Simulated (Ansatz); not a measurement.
Single-point calculation, with input and output: Ti16O33 (part 1 of 3)

The run: single-point calculation of Ti16O33 (defect cell, 49 atoms in the cell). Method and program: DFT PBE, scalar-relativistic, plane waves, PAW, spin-polarised (Ansatz 0.2.0).

The structure derives from an entry of the Crystallography Open Database. Figures and captions count atoms from 1; the log counts them from 0 in places.

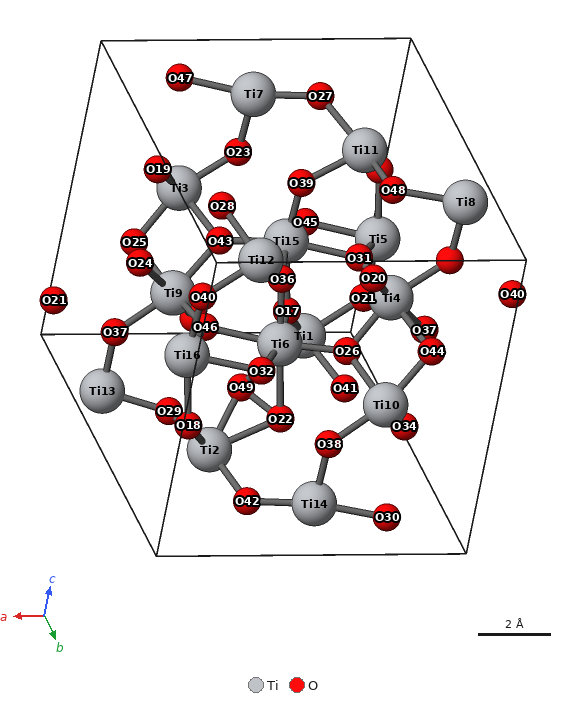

Fig. 1: The structure (ball-and-stick view of the cell of the calculation, seen at an oblique angle; atoms are numbered from 1 in the order of the input). An atom can appear more than once, as a periodic image.

Input file
```yaml
crystal:
  lattice:
    - [-4.515, 5.497, 4.939]
    - [4.515, -5.497, 4.939]
    - [4.515, 5.497, -4.939]
  atoms:
    - { symbol: Ti, position: [0.2163489038, 0.126632723, 0.0847913354] }
    - { symbol: Ti, position: [0.7073570527, 0.6311368167, 0.0825592169] }
    - { symbol: Ti, position: [0.7134113162, 0.1213665673, 0.5878756133] }
    - { symbol: Ti, position: [0.2172508588, 0.6234762748, 0.5898247365] }
    - { symbol: Ti, position: [0.036446789, 0.1182424987, 0.4073247538] }
    - { symbol: Ti, position: [0.5462599083, 0.6249902951, 0.4362967855] }
    - { symbol: Ti, position: [0.5408707199, 0.1325111776, 0.9138432265] }
    - { symbol: Ti, position: [0.0389312371, 0.6226129912, 0.9120758812] }
    - { symbol: Ti, position: [0.7929030023, 0.3694865005, 0.4189839833] }
    - { symbol: Ti, position: [0.2900892137, 0.8669859415, 0.4093248503] }
    - { symbol: Ti, position: [0.2657742505, 0.3671267096, 0.8982058703] }
    - { symbol: Ti, position: [0.7951673752, 0.8785863483, 0.914956293] }
    - { symbol: Ti, position: [0.9582060956, 0.37268549, 0.0888235941] }
    - { symbol: Ti, position: [0.4631423484, 0.8816988095, 0.0859166185] }
    - { symbol: Ti, position: [0.4576393231, 0.362545228, 0.5872900195] }
    - { symbol: Ti, position: [0.9655790459, 0.8683995947, 0.5853219601] }
    - { symbol: O, position: [0.3964113615, 0.3382131788, 0.3304330938] }
    - { symbol: O, position: [0.8992809642, 0.8385400751, 0.3229717312] }
    - { symbol: O, position: [0.9088455307, 0.3401050987, 0.8186320957] }
    - { symbol: O, position: [0.4033214264, 0.8478218928, 0.8263981964] }
    - { symbol: O, position: [0.0186075966, 0.0712092953, 0.1705251919] }
    - { symbol: O, position: [0.4834328966, 0.6022759684, 0.1646557797], spin: 0.2 }
    - { symbol: O, position: [0.5198520285, 0.0698265301, 0.670389583] }
    - { symbol: O, position: [0.0236318148, 0.5698642767, 0.6750308583] }
    - { symbol: O, position: [0.8466881463, 0.1676976572, 0.4392889572] }
    - { symbol: O, position: [0.3496902919, 0.6727930439, 0.4461868502] }
    - { symbol: O, position: [0.3438909924, 0.1722494166, 0.9364177848], spin: 0.2 }
    - { symbol: O, position: [0.8491143518, 0.6718699641, 0.9448691087] }
    - { symbol: O, position: [0.7421402611, 0.3966579016, 0.0367157184], spin: 0.2 }
    - { symbol: O, position: [0.2315643911, 0.9045056585, 0.0542301902] }
    - { symbol: O, position: [0.2296564047, 0.3984790727, 0.5564618293] }
    - { symbol: O, position: [0.729291174, 0.8963645201, 0.5515608667] }
    - { symbol: O, position: [0.6000082075, 0.158917234, 0.1727766511] }
    - { symbol: O, position: [0.1028051797, 0.6513135709, 0.1714686144] }
    - { symbol: O, position: [0.0897290166, 0.1445989779, 0.6628721161] }
    - { symbol: O, position: [0.5962950049, 0.6494644737, 0.6766298928] }
    - { symbol: O, position: [0.9826318611, 0.4219302348, 0.3265136521] }
    - { symbol: O, position: [0.4804832047, 0.9291468573, 0.3241683648] }
    - { symbol: O, position: [0.4759650379, 0.4188067964, 0.8278308564] }
    - { symbol: O, position: [0.9835857874, 0.92469333, 0.8272203336] }
    - { symbol: O, position: [0.1485559558, 0.3189060802, 0.0503526555] }
    - { symbol: O, position: [0.6534957708, 0.8265531658, 0.0539229426] }
    - { symbol: O, position: [0.6511329235, 0.3202732788, 0.5589237315] }
    - { symbol: O, position: [0.1522598728, 0.8200784805, 0.5544740676] }
    - { symbol: O, position: [0.2659466751, 0.0879128793, 0.4434140384] }
    - { symbol: O, position: [0.7866227693, 0.5984411021, 0.4762622085] }
    - { symbol: O, position: [0.7683044272, 0.0902131089, 0.9409138023] }
    - { symbol: O, position: [0.2685796441, 0.597510666, 0.9374569766] }
    - { symbol: O, position: [0.5884644441, 0.519911119, 0.2089298664], spin: 0.2 }
magnetization:
  spin_polarized: true
basis:
  ecutwfc: 420
  fft_grid_basis: typed
kpoints:
  mp_grid: { grid: [2, 2, 2] }
hamiltonian:
  xc: pbe
  pseudopotentials: { kind: paw }
scf:
  occupations: { method: gaussian, width: 0.05 }
output:
  forces: true
  stress: false
  eigenvalues: true
  bader: true
  write_density: true
  volumetric_format: npy
  populations: true
```

Run as:
```bash
ansatz run input.yaml --threads 4 --pin off --max-ram 10240MiB --backend cpu --events-out ev --progress --plain --runs-dir out
```

Log
```
Engine: ansatz 0.2.0, aarch64-unknown-linux-gnu
Pseudopotentials: kind: paw
Pseudopotential: Ti, paw, valence charge 12, recommended cutoff 420 eV (normal), Ti.paw.azcp
Pseudopotential: O, paw, valence charge 6, recommended cutoff 420 eV (normal), O.paw.azcp
Functional definition: PBE
  parameter kappa = 0.804
  parameter beta = 0.06672455060314922
  exchange = pbe_x(kappa = kappa, mu = beta*pi^2/3)
  correlation = pbe_c(beta = beta)
Crystal: 49 atoms, lattice volume = 490.323 Å³
Basis set: ecut = 420 eV, 9621 PW (Γ), exchange–correlation on 120×120×120 points (8 copies of the dense FFT grid, shifted against one another)
Bands: 245, of which v1, the nominal top of the filled ones, is band 195 counted from 1 (194 counted from 0)
Symmetry: 1 space group operations
Space group: P1 (ITA 1), of the structure as read, at distance tolerance 7.9e-5 Å
Magnetic group: BNS 1.1 (UNI 1), of the structure as read, at distance tolerance 7.9e-5 Å
k-points: 8
Non-local potential: Ti, projectors of the file, l = 0: 3, l = 1: 2, l = 2: 3, l = 3: 1
Non-local potential: O, projectors of the file, l = 0: 2, l = 1: 2, l = 2: 1
PAW form: soft (Blöchl's): semilocal exchange-correlation on the pseudo side does not see the compensation charge
PAW one-centre angular grid: Ti, 590 points (default); XC on 64 Gauss nodes
PAW one-centre angular grid: O, 110 points (default); XC on 64 Gauss nodes
Initial density: superposition of atomic densities (chi_scale 0.1, normalization cell, long waves kept (reshape's long-wave potential 0.15 eV rms))
Starting moments: Σ|m| = 0.8 μB on 4 of 49 sites
Initial wavefunctions: pseudopotential atomic-orbital guess
Functional: x = pbe(κ = 0.804, μ = 0.2195149727645171), c = pbe(β = 0.06672455060314922)
SCF iter   1: F=—  HF=-58783.157434 eV  |F-HF|=—  |Δ(HF+E_count)|=         —  Δρ=4.21e-2 (↑4.21e-2 ↓3.87e-2)  dr2=4.26e1  dr2_m=9.27e-2  M=0.000 μB ∫|m|=0.236 μB  β_m=0.30  ethr=3.10e-3  ⟨swp⟩=4.8  Hψ=14369  notcnv=0  defer=15
Mixer restart at iter 1: flushing history
preconditioner: auto → Resta (q_TF=auto, 2.626 Å⁻¹)  ε∞=8.6  [insulator: Δε(μ)=0.263 eV  Ē_g=9.818 eV  σ=0.050 eV  W_gap=1.00  n_scr=154 (ndim 8)  ℏωp=27.1 eV  f_vac=0.000  D(μ)=0.01/eV (n_scr^D=0)  ε∞_Penn≈8.6]
spin=Collinear: Resta preconditioning applied to the charge; magnetization (m = ρ↑ − ρ↓) channel mixes plain (no charge-response kernel on spin).
SCF iter   2: F=—  HF=-58776.855291 eV  |F-HF|=—  |Δ(HF+E_count)|=    6.30e0  Δρ=2.41e-2 (↑2.41e-2 ↓2.32e-2)  dr2=1.32e1  dr2_m=5.97e-2  M=0.000 μB ∫|m|=0.126 μB  β_m=0.44  ethr=3.10e-3  ⟨swp⟩=2.0  Hψ=6810  notcnv=0  defer=598
SCF iter   3: F=—  HF=-58778.533137 eV  |F-HF|=—  |Δ(HF+E_count)|=    1.68e0  Δρ=1.37e-2 (↑1.26e-2 ↓1.37e-2)  dr2=2.66e0  dr2_m=1.21e-2  M=0.000 μB ∫|m|=0.098 μB  β_m=0.59  ethr=3.10e-3  ⟨swp⟩=2.0  Hψ=5486  notcnv=0  defer=620
SCF iter   4: F=—  HF=-58780.790029 eV  |F-HF|=—  |Δ(HF+E_count)|=    2.26e0  Δρ=6.85e-3 (↑6.85e-3 ↓6.79e-3)  dr2=6.83e-1  dr2_m=6.85e-4  M=0.000 μB ∫|m|=0.026 μB  β_m=0.60  ethr=6.81e-4  ⟨swp⟩=2.0  Hψ=6788  notcnv=0  defer=620
SCF iter   5: F=—  HF=-58780.850538 eV  |F-HF|=—  |Δ(HF+E_count)|=   6.05e-2  Δρ=2.25e-3 (↑2.25e-3 ↓2.18e-3)  dr2=9.44e-2  dr2_m=3.75e-5  M=0.000 μB ∫|m|=0.013 μB  β_m=0.73  ethr=1.75e-4  ⟨swp⟩=2.0  Hψ=5940  notcnv=0  defer=620
SCF iter   6: F=—  HF=-58780.873133 eV  |F-HF|=—  |Δ(HF+E_count)|=   2.26e-2  Δρ=1.29e-3 (↑1.28e-3 ↓1.29e-3)  dr2=3.56e-2  dr2_m=7.44e-6  M=0.000 μB ∫|m|=0.002 μB  β_m=0.68  ethr=2.42e-5  ⟨swp⟩=2.0  Hψ=6804  notcnv=0  defer=620
SCF iter   7: F=—  HF=-58780.884243 eV  |F-HF|=—  |Δ(HF+E_count)|=   1.11e-2  Δρ=4.54e-4 (↑4.41e-4 ↓4.54e-4)  dr2=3.46e-3  dr2_m=2.13e-6  M=0.000 μB ∫|m|=0.001 μB  β_m=0.78  ethr=9.13e-6  ⟨swp⟩=2.0  Hψ=6218  notcnv=0  defer=620
SCF iter   8: F=—  HF=-58780.887133 eV  |F-HF|=—  |Δ(HF+E_count)|=   2.89e-3  Δρ=3.17e-4 (↑3.14e-4 ↓3.17e-4)  dr2=1.97e-3  dr2_m=3.41e-7  M=0.000 μB ∫|m|=0.001 μB  β_m=0.72  ethr=8.86e-7  ⟨swp⟩=2.0  Hψ=6028  notcnv=0  defer=620
SCF iter   9: F=—  HF=-58780.887297 eV  |F-HF|=—  |Δ(HF+E_count)|=   1.64e-4  Δρ=8.61e-5 (↑8.61e-5 ↓8.52e-5)  dr2=1.57e-4  dr2_m=5.08e-8  M=0.000 μB ∫|m|=0.000 μB  β_m=0.76  ethr=5.05e-7  ⟨swp⟩=2.0  Hψ=5520  notcnv=0  defer=620
SCF iter  10: F=—  HF=-58780.887371 eV  |F-HF|=—  |Δ(HF+E_count)|=   7.38e-5  Δρ=4.86e-5 (↑4.86e-5 ↓4.81e-5)  dr2=4.43e-5  dr2_m=8.57e-9  M=0.000 μB ∫|m|=0.000 μB  β_m=0.71  ethr=4.02e-8  ⟨swp⟩=2.0  Hψ=5812  notcnv=0  defer=620
SCF iter  11: F=—  HF=-58780.887382 eV  |F-HF|=—  |Δ(HF+E_count)|=   1.08e-5  Δρ=2.19e-5 (↑2.19e-5 ↓2.16e-5)  dr2=7.96e-6  dr2_m=3.04e-9  M=0.000 μB ∫|m|=0.000 μB  β_m=0.78  ethr=1.14e-8  ⟨swp⟩=2.0  Hψ=5702  notcnv=0  defer=620
SCF iter  12: F=—  HF=-58780.887386 eV  |F-HF|=—  |Δ(HF+E_count)|=   4.92e-6  Δρ=1.20e-5 (↑1.20e-5 ↓1.20e-5)  dr2=2.89e-6  dr2_m=4.26e-10  M=0.000 μB ∫|m|=0.000 μB  β_m=0.70  ethr=2.04e-9  ⟨swp⟩=2.0  Hψ=6016  notcnv=0  defer=620
SCF iter  13: F=—  HF=-58780.887387 eV  |F-HF|=—  |Δ(HF+E_count)|=   9.18e-8  Δρ=4.77e-6 (↑4.65e-6 ↓4.77e-6)  dr2=4.58e-7  dr2_m=1.19e-10  M=0.000 μB ∫|m|=0.000 μB  β_m=0.75  ethr=7.40e-10  ⟨swp⟩=2.0  Hψ=5594  notcnv=0  defer=620
SCF iter  14: F=—  HF=-58780.887387 eV  |F-HF|=—  |Δ(HF+E_count)|=   1.77e-7  Δρ=2.61e-6 (↑2.61e-6 ↓2.59e-6)  dr2=1.28e-7  dr2_m=1.44e-11  M=0.000 μB ∫|m|=0.000 μB  β_m=0.73  ethr=1.18e-10  ⟨swp⟩=2.0  Hψ=6016  notcnv=0  defer=620
SCF iter  15: F=-58780.887387 eV  HF=-58780.887387 eV  |F-HF|=1.79e-9  |Δ(HF+E_count)|=   2.18e-8  Δρ=1.13e-6 (↑1.13e-6 ↓1.12e-6)  dr2=2.48e-8  dr2_m=2.15e-12  M=0.000 μB ∫|m|=0.000 μB  ethr=2.56e-11  ⟨swp⟩=10.4  Hψ=15870  notcnv=0
SCF 1 converged in 15 iterations: F = -58780.887387 eV  dr2 = 2.48e-8
  greatest PAW one-centre occupation: 0.999 electrons in one spin orbital (limit 2), on the Ti atom at site 11 (counted from 0), in its partial waves of l = 0
```

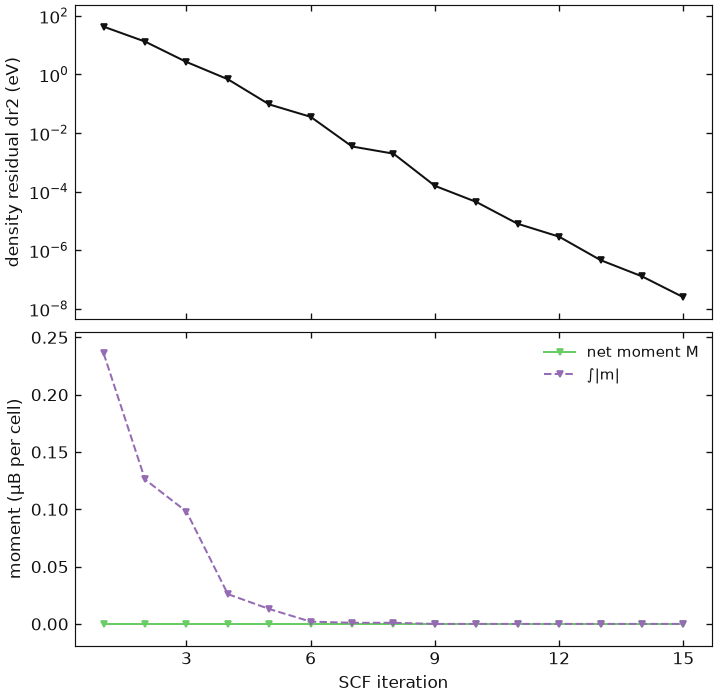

Fig. 2: Convergence of the self-consistent field: density residual dr2 and magnetic moment against the SCF iteration. The residual falls at every step. The net moment stays at 0.0 μB per cell, and ∫|m| falls to zero.

```
WARN: the starting moments were not kept: the SCF closed with an absolute magnetisation of 3.6e-6 μB, where they sum to 0.8 μB in size (4 sites). That is at most 0.1 of that sum. Measured as dr2_m measures the in/out step, that magnetisation stands 6.0e-13 eV from none, at or under the dr2_threshold of 1.0e-7 eV: it is no larger than a step whose dr2_m would equal this threshold. The system may hold no moment; this SCF shows only that its start led to no more than that. To try another start: raise the starting moments (crystal.atoms[].spin, magnetization.per_species, magnetization.initial_magnetization, or on a non-collinear deck that types none of these the spinor_matrix: blocks that start its atoms; where the total moment is fixed, keep their sum and leave initial_magnetization as it is; typed ones take the place of any that the run laid by itself, positive ones on a crystal's lanthanoids without a Hubbard term where scf.initial_density.shell_occupations: [] is typed) or, if the notice of its spin-set hold's release reads "site moments contracting" or "site moments show no strong build", lengthen the hold (scf.mixing.spin_hold: { on: { confirm: 4 } }; for m-r²SCAN on two components see the key's manual first). Each may lead to a state that holds a moment. A second SCF, from the converged charge density, with the starting moments and any scf.initial_density.shell_occupations laid on it anew, would have followed, and was not run: the deck does not ask for one (magnetization.retry_lost_moments is false, the default). To let it run, set magnetization.retry_lost_moments: true and run the deck again, where that key's refused combinations let it; where memory then withholds it, that run's warning says so.
SCF converged after 15 iterations
Magnetization: 0.0000 μB (195.0000 up, 195.0000 down)
Absolute magnetization: 0.0000 μB (∫|ρ↑−ρ↓|, with the PAW one-centre terms)
Spin contamination: 0.0000 ħ² per cell (⟨S²⟩ above its minimum at these occupations)
```
